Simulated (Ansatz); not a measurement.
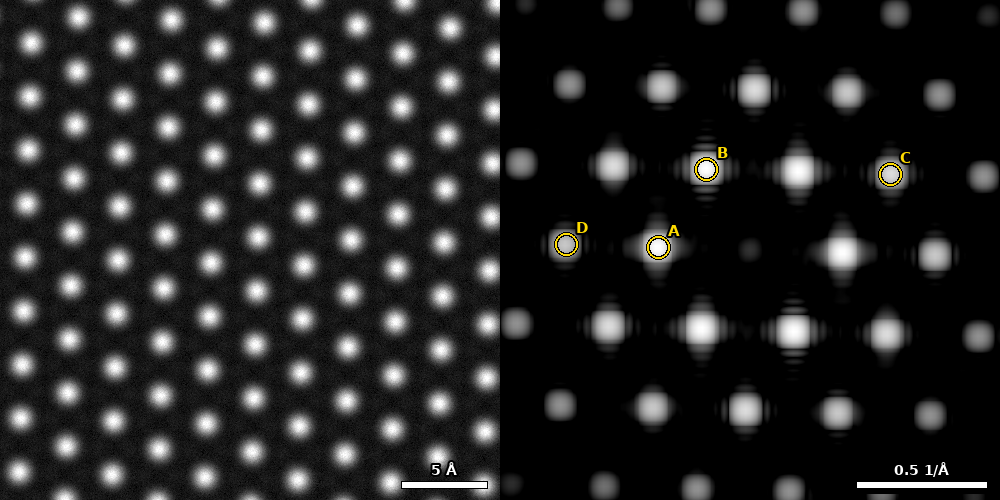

Z-contrast image of a crystal. Simulated incoherent Z contrast: every atom adds Z^1.8 spread by a probe of 0.93 Å full width; channelling and multiple scattering are left out. The probe carries 15 % of its weight in a tail 2.5 times as wide. The display is stretched by a gamma of 0.65; percentages refer to the linear signal. Shot noise was added.

The right panel is the modulus of the image's Fourier transform on a logarithmic scale.

### Which lattice spacings do the marked spots stand for, and what angle do A and B enclose?

A: 2.8 Å, B: 2.8 Å, C: 1.6 Å, D: 1.4 Å; A and B enclose about 60°.

The crystal is HfO$_{2}$ (P-3m1, No. 164) along [001]; the spots are (010), (100), (1 -2 0) and (020). Model: the geometry relaxed with DFT PBEsol, scalar-relativistic, plane waves, PAW (Ansatz 0.2.0); the starting structure was generated, so it need not be a known form of this composition.
